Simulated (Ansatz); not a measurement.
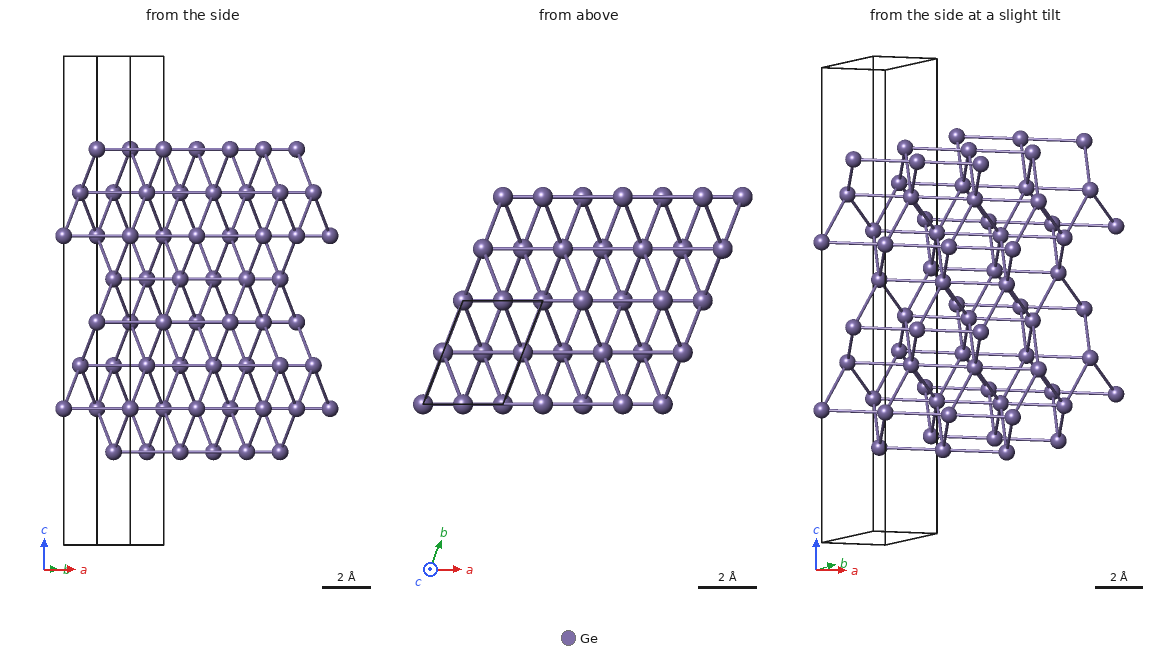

A ball-and-stick picture of a periodic slab, seen from the side, from above and from the side at a slight tilt. The surface normal points up in side views; the box is the simulation cell. 3×2 cells are drawn in the plane, with atoms at the edges repeated.

The cell holds 8 Ge.

Question: Estimate the thickness.

Answer: About 13 Å from the lowest to the highest atom, with about 8 Å of vacuum to the next image.

Question: Go down through the slab and list the planes.

Answer: Eight planes: Ge / Ge / Ge / Ge / Ge / Ge / Ge / Ge.

It goes back to a structure listed in the Materials Project. The cell was then strained or its atoms displaced on purpose. Ansatz was used for an electronic-structure calculation on it.
